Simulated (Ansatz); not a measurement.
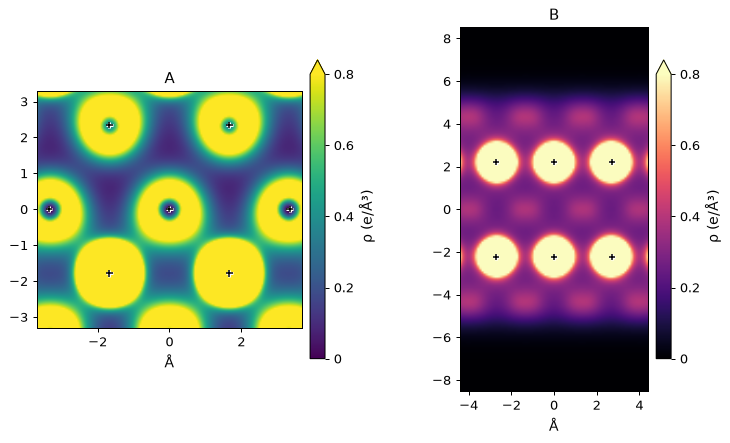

The valence electron density of 2 systems, each on a plane through atoms (crosses mark nuclei in the plane).

All numbers below come from Ansatz 0.2.0, DFT PBEsol, scalar-relativistic, plane waves, PAW.

System 1: Mo (slab), the (100) plane of the calculation cell, a cut from vacuum to vacuum. Computed without spin polarisation.

```xyz
5
Lattice="2.7101 0.0000 0.0000 -0.9034 2.5551 0.0000 0.0000 0.0000 23.8510" Properties=species:S:1:pos:R:3 pbc="T T T"
Mo    0.9034    1.2775    7.5934
Mo    0.0000    0.0000    9.7014
Mo    0.9034    1.2775   11.9255
Mo    0.0000    0.0000   14.1496
Mo    0.9034    1.2775   16.2576
```

System 2: HfS2, the (011) plane of the conventional cell. Space group P-3m1; a structure from a database of computed crystals, not necessarily the ambient phase; computed pressure about 20 GPa in this cell.

### Which map belongs to which system?

Panel A is system 2, HfS2: the plane holds Hf and S. Hf–S (2.45 Å): the density is about 0.54 e/Å³ at the midpoint. Panel B is system 1, Mo: the plane holds Mo. Mo–Mo (2.71 Å): the density is about 0.38 e/Å³ at the midpoint.
